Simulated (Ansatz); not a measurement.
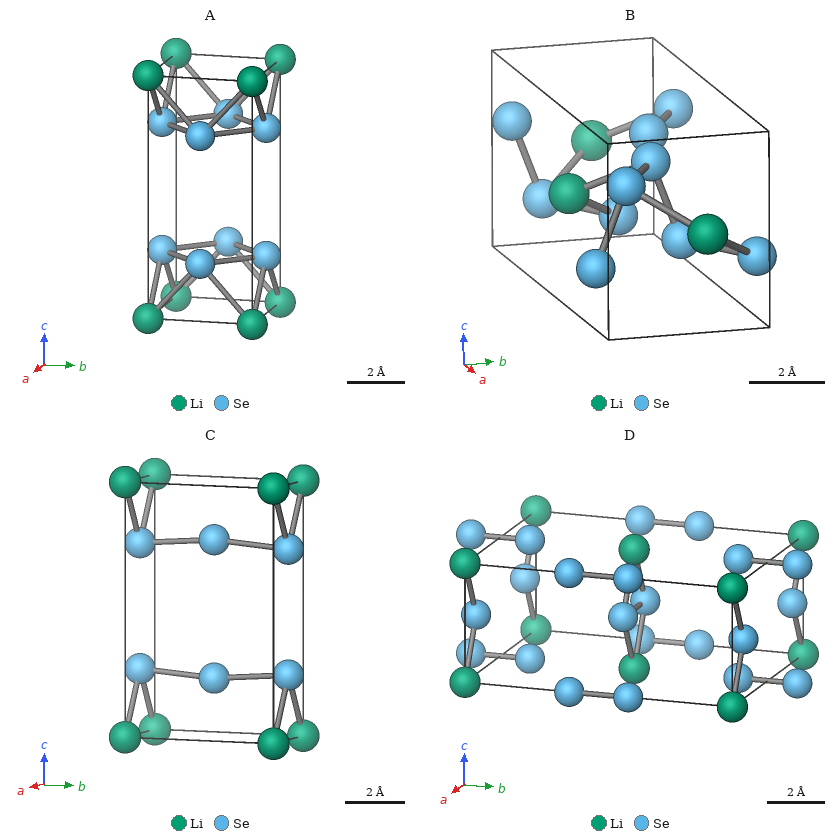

Four structures of LiSe$_{4}$, each relaxed to rest (conventional cells in solid outline, small ones repeated, each panel with its own scale). Method: DFT PBE, scalar-relativistic, plane waves, PAW (Ansatz), without spin polarisation.

What are the structures shown?

A: 5 atoms a cell on a primitive tetragonal lattice, P4/mmm; B: 10 atoms a cell on a base-centred monoclinic lattice, C2; C: 5 atoms a cell on a primitive orthorhombic lattice, Pmmm; D: 10 atoms a cell on a base-centred orthorhombic lattice, Cmmm.

Rank them by energy, lowest first.

B, then A (+14 meV/atom), C (+67 meV/atom) and D (+281 meV/atom), energies at zero smearing.

Collect the results in a table.

| panel | structure | E − E(lowest) (meV/atom) | volume (Å³/atom) | gap (eV) |
| --- | --- | --- | --- | --- |
| B | C2 | 0 | 26.1 | metal |
| A | P4/mmm | 14 | 25.9 | metal |
| C | Pmmm | 67 | 25.8 | metal |
| D | Cmmm | 281 | 32.8 | metal |

Some of these may be structure types tried for this composition rather than known phases, and the most stable form need not be among them. Gaps are taken on the k-mesh or band path of each run.
